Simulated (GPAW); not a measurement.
System: Cu₂O, space group Pn-3m (No. 224).

Structure:
```cif
data_structure
_symmetry_space_group_name_H-M 'P 1'
_symmetry_Int_Tables_number 1
_cell_length_a 4.2600
_cell_length_b 4.2600
_cell_length_c 4.2600
_cell_angle_alpha 90.000
_cell_angle_beta 90.000
_cell_angle_gamma 90.000
_cell_volume 77.31
loop_
_atom_site_label
_atom_site_type_symbol
_atom_site_fract_x
_atom_site_fract_y
_atom_site_fract_z
_atom_site_occupancy
Cu1 Cu 0.75000 0.25000 0.75000 1
Cu2 Cu 0.75000 0.75000 0.25000 1
Cu3 Cu 0.25000 0.75000 0.75000 1
Cu4 Cu 0.25000 0.25000 0.25000 1
O1 O 0.50000 0.50000 0.50000 1
O2 O 0.00000 0.00000 0.00000 1
```

Calculation (GPAW 26.7.0): PAW DFT in plane waves, on a grid or in atomic orbitals, no spin polarisation; energies at scaled volumes of the given cell, shape and fractions fixed, counted from the fit's minimum, third-order Birch-Murnaghan fit. Level: PBE.

- k mesh: 5×5×5
- occupations: Fermi–Dirac
- smearing width: 0.05 eV
- potentials: PAW data sets made by gpaw setup for the functional
- wave cutoff: 800 eV
- program settings: basis pw

The printed pressures vanish at a volume slightly off the minimum of the energy fit, as a finite basis (Pulay stress) and smearing make them.

What does the calculation give for the energy and pressure against volume? The volume takes the values 12.11, 12.37, 12.63, 12.88, 13.14, 13.40, 13.66 Å³/atom.

A third-order Birch–Murnaghan fit gives V0 = 13.53 Å³/atom, B0 = 111 GPa and B′ = 4.7. The energy falls from 63.35 meV/atom at volume 12.11 Å³/atom to 0.40 meV/atom at 13.66 Å³/atom. The pressure falls from 15.18 GPa at volume 12.11 Å³/atom to −1.63 GPa at 13.66 Å³/atom, and changes sign near 13.46 Å³/atom.

```
volume (Å³/atom)  energy (meV/atom)  pressure (GPa)
           12.11              63.35           15.18
           12.37              40.77           11.55
           12.63              23.76            8.30
           12.88              11.66            5.39
           13.14               4.04            2.79
           13.40               0.46            0.45
           13.66               0.40           -1.63
```

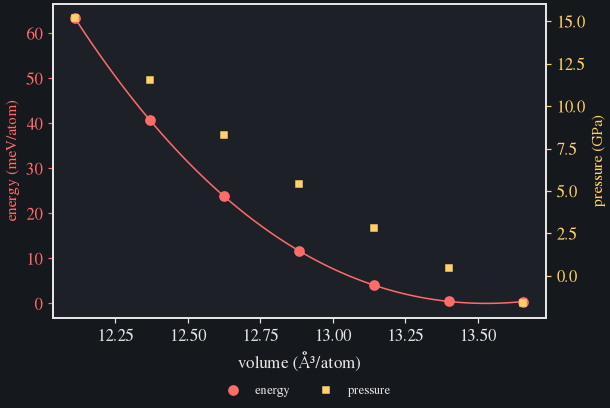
